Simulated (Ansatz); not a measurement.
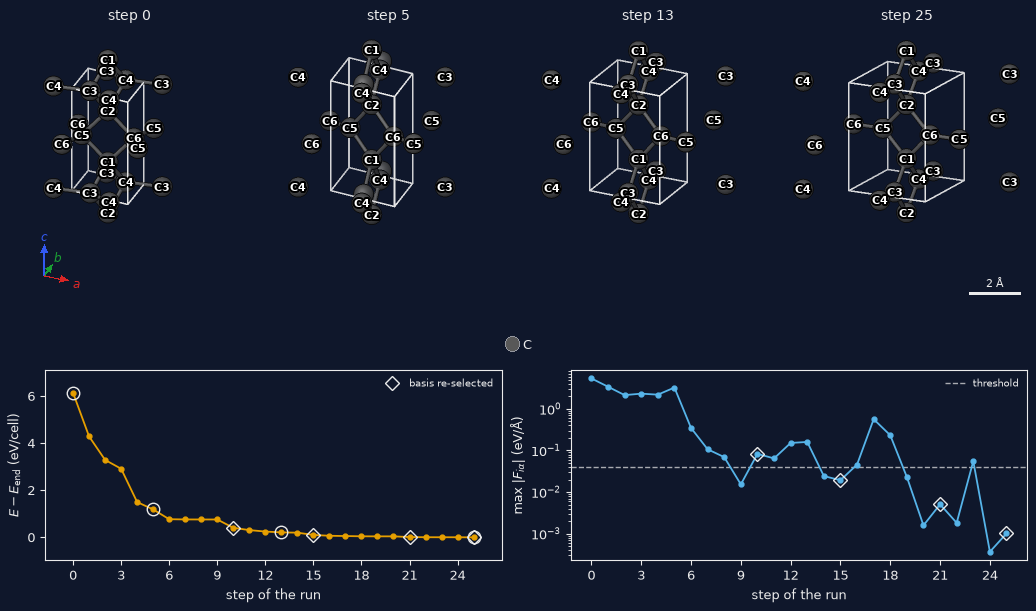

Frames of a relaxation of crystalline C (a generated structure, set up in Cccm) (coarse preliminary run), marked on the history of the run. A ball-and-stick model of the cell of the calculation, seen slightly off an axis.

These are results of DFT PBE, scalar-relativistic, plane waves, PAW in Ansatz 0.2.0, not measurements.

Input file:
```yaml
crystal:
  lattice:
    - [1.50133834, -2.58189229, 0.0]
    - [1.50133834, 2.58189229, 0.0]
    - [0.0, 0.0, 4.22412775]
  atoms:
    - { symbol: C, position: [0.5, 0.5, 0.25] }
    - { symbol: C, position: [0.5, 0.5, 0.75] }
    - { symbol: C, position: [0.30325277, 0.09165407, 0.0] }
    - { symbol: C, position: [0.69674723, 0.90834593, 0.0] }
    - { symbol: C, position: [0.09165407, 0.30325277, 0.5] }
    - { symbol: C, position: [0.90834593, 0.69674723, 0.5] }
basis:
  ecutwfc: 420
kpoints:
  mp_grid: { grid: [6, 6, 4] }
hamiltonian:
  xc: pbe
scf:
  occupations: { method: gaussian, width: 0.1 }
  lower_state_search: "off"
output:
  forces: true
  stress: true
  eigenvalues: true
relax:
  adjacent_minimum: "off"
  f_tol: 0.04
  max_steps: 70
  cell: { stress_tol: 0.4 }
```

Command:
```bash
ansatz run input.yaml --threads 1 --pin off --max-ram 2560MiB --backend cpu --events-out ev --progress --plain --runs-dir out
```

Q: What happens along the run?

A: The largest moves relative to the cell, 0.75 Å, are those of C3, C4, C5 and C6. C4 goes along [−2 −1 0]. The volume changes by +60.9 %, with a = b 2.987 → 3.438 Å (+15.1 %), c 4.224 → 4.459 Å (+5.6 %), γ 119.6° → 91.4°. Among the contacts that change: C3–C4 1.612 → 3.644 Å, C3–C4 (another image) 1.522 → 1.332 Å, C1–C3 1.496 → 1.533 Å. Bond angles that change, for instance: C1–C3–C4 103.4° → 133.4°, C3–C1–C5 105.2° → 122.3°, C3–C1–C6 137.2° → 121.5°. The space group stays Cccm (No. 66). The energy falls by 6.136 eV per cell of the calculation in 21 accepted moves (25 points after the start). Largest force component: 5.4 eV/Å at the start, 0.001 eV/Å at the end. Pressure: 64.20 GPa at the start and 0.05 GPa at the end. The SCF was repeated 4 times at an unchanged geometry on a basis and grid sized afresh for the cell, which shifted the energy by 0.353 eV per cell of the calculation at most. From step 0 to 5: C atoms move most (0.48 Å), volume +40.2 %, energy −4.951 eV per cell of the calculation. From step 5 to 13: C atoms move most (0.06 Å), volume +8.7 %, energy −0.975 eV per cell of the calculation. From step 13 to 25: C atoms move most (0.08 Å), volume +5.6 %, energy −0.210 eV per cell of the calculation.

| step | E − E(0), meV/atom | largest force component, eV/Å | pressure, GPa | volume, Å³/atom | note |
| --- | --- | --- | --- | --- | --- |
| 0 | 0.00 | 5.4038 | 64.20 | 5.458 |  |
| 1 | -308.50 | 3.4118 | 31.65 | 5.865 |  |
| 2 | -474.73 | 2.1456 | 4.13 | 6.422 |  |
| 3 | -537.17 | 2.3241 | -3.68 | 6.683 |  |
| 4 | -773.13 | 2.1996 | -11.11 | 7.229 |  |
| 5 | -825.24 | 3.2559 | -7.90 | 7.653 |  |
| 6 | -894.41 | 0.3482 | 0.14 | 7.556 |  |
| 7 | -895.89 | 0.1069 | -0.20 | 7.690 |  |
| 8 | -896.23 | 0.0692 | -0.02 | 7.661 |  |
| 9 | -896.27 | 0.0153 | -0.11 | 7.660 |  |
| 10 | -955.06 | 0.0829 | 6.53 | 7.660 | same geometry, new basis |
| 11 | -971.40 | 0.0644 | 3.30 | 7.920 |  |
| 12 | -981.69 | 0.1517 | 0.94 | 8.142 |  |
| 13 | -987.69 | 0.1604 | -0.03 | 8.315 |  |
| 14 | -989.53 | 0.0243 | 0.02 | 8.443 |  |
| 15 | -1005.63 | 0.0192 | 1.18 | 8.443 | same geometry, new basis |
| 16 | -1011.57 | 0.0459 | 0.50 | 8.580 |  |
| 17 | -1013.41 | 0.5651 | 1.65 | 8.622 |  |
| 18 | -1015.33 | 0.2322 | 0.14 | 8.727 |  |
| 19 | -1015.74 | 0.0230 | 0.41 | 8.713 |  |
| 20 | -1015.71 | 0.0016 | -0.02 | 8.728 |  |
| 21 | -1020.58 | 0.0051 | 0.40 | 8.728 | same geometry, new basis |
| 22 | -1021.88 | 0.0018 | 0.19 | 8.764 |  |
| 23 | -1022.04 | 0.0553 | -0.20 | 8.786 |  |
| 24 | -1022.08 | 0.0004 | -0.01 | 8.780 |  |
| 25 | -1022.74 | 0.0010 | 0.05 | 8.780 | same geometry, new basis |
